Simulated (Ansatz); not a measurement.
Consider Li.

Input

```
crystal:
  lattice:
    - [5.20070589, 0.0, 0.0]
    - [0.0, 2.70797832, 0.0]
    - [0.0, 0.0, 5.89417954]
  atoms:
    - { symbol: Li, position: [0.5, 0.0, 0.0] }
    - { symbol: Li, position: [0.0, 0.0, 0.0] }
    - { symbol: Li, position: [0.75, 0.0, 0.40456455] }
    - { symbol: Li, position: [0.25, 0.0, 0.59543545] }
basis:
  ecutwfc: 420
kpoints:
  mp_grid: { grid: [10, 18, 8] }
hamiltonian:
  xc: pbe
scf:
  occupations: { method: gaussian, width: 0.1 }
output:
  forces: true
  stress: true
  eigenvalues: true
  write_density: true
  write_potential: true
  elf: true
  volumetric_format: npy
relax:
  adjacent_minimum: "off"
  f_tol: 0.01
  max_steps: 80
  cell: { stress_tol: 0.05 }
```

Command:

```sh
ansatz run input.yaml --threads 1 --pin off --max-ram 2560MiB --backend cpu --events-out ev --progress --plain --runs-dir out
```

The fields are those of the relaxed geometry.

Space group Cmmm; a structure generated by program, which may or may not match a known phase.

All numbers below come from Ansatz, DFT PBE, scalar-relativistic, plane waves, PAW.

> What will maps of the valence pseudo-density and electron localisation function show?

Li–Li (2.71 Å): the density is about 0.05 e/Å³ at the midpoint; the ELF is about 0.35 at the midpoint.
The ELF has a maximum of about 0.70 in the space between the atoms, 2.1 Å from six Li atoms, on no atom or two-centre bond.

> Does the calculation give a band gap?

It is gapless in this calculation (a metal or semimetal).

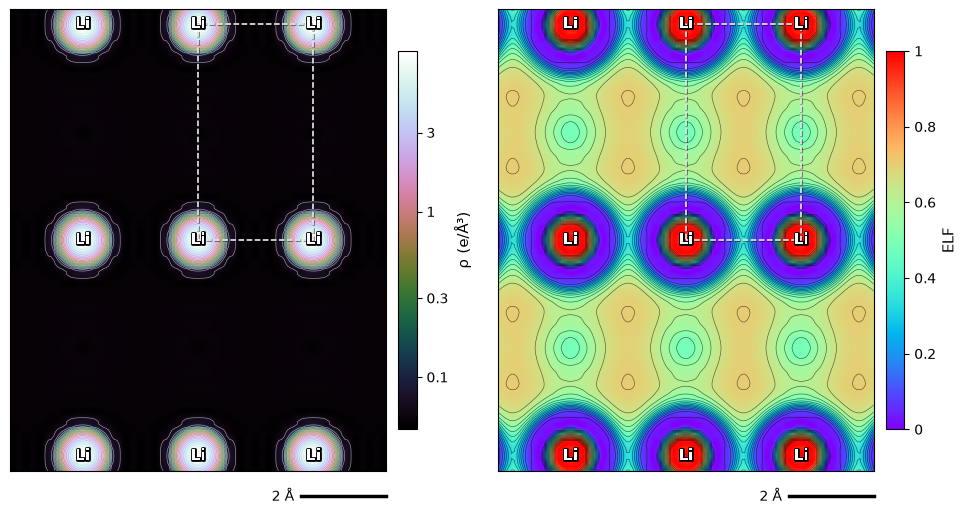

Computed valence pseudo-density and electron localisation function on the (100) plane of the calculation cell, in this order. 
